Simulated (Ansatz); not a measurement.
A periodic structure is given below.

```cif
data_structure
_symmetry_space_group_name_H-M 'P 4 m m'
_symmetry_Int_Tables_number 99
_cell_length_a 4.0855
_cell_length_b 4.0855
_cell_length_c 25.2138
_cell_angle_alpha 90.000
_cell_angle_beta 90.000
_cell_angle_gamma 90.000
_cell_volume 420.86
loop_
_atom_site_label
_atom_site_type_symbol
_atom_site_symmetry_multiplicity
_atom_site_Wyckoff_symbol
_atom_site_fract_x
_atom_site_fract_y
_atom_site_fract_z
_atom_site_occupancy
Al1 Al 2 c 0.00000 0.50000 0.29746 1
Sc1 Sc 1 a 0.00000 0.00000 0.37847 1
Al2 Al 1 b 0.50000 0.50000 0.37847 1
Al3 Al 2 c 0.00000 0.50000 0.45949 1
Sc2 Sc 1 a 0.00000 0.00000 0.54051 1
Al4 Al 1 b 0.50000 0.50000 0.54051 1
Al5 Al 2 c 0.00000 0.50000 0.62153 1
Sc3 Sc 1 a 0.00000 0.00000 0.70254 1
Al6 Al 1 b 0.50000 0.50000 0.70254 1
```

Characterise the structure given above.

Answer. The material is ScAl3. It has 12 atoms to the cell (3 Sc, 9 Al). Sc takes three kinds of site: 1a with twelve Al in a cuboctahedral arrangement at 2.89 Å; 1a with twelve Al in a cuboctahedral arrangement at 2.89 Å; 1a with eight Al at 2.89 Å. The bonds build ScAl3 layers parallel to (001).

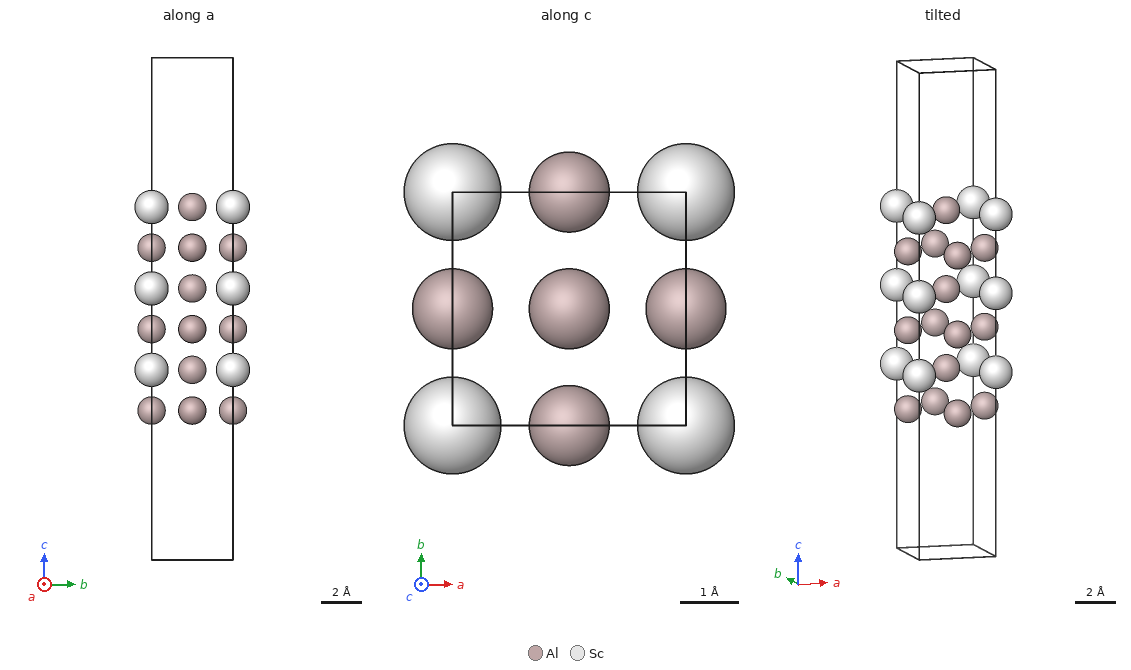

Spheres-only model, viewed along the a axis, along the c axis and slightly off an axis. The simulation cell is drawn as a box.

Starting structure: a structure listed in the Materials Project, from which a slab was cut. Earlier steps of the study may have refined or changed the cell and positions. Ansatz was used for an electronic-structure calculation on it.
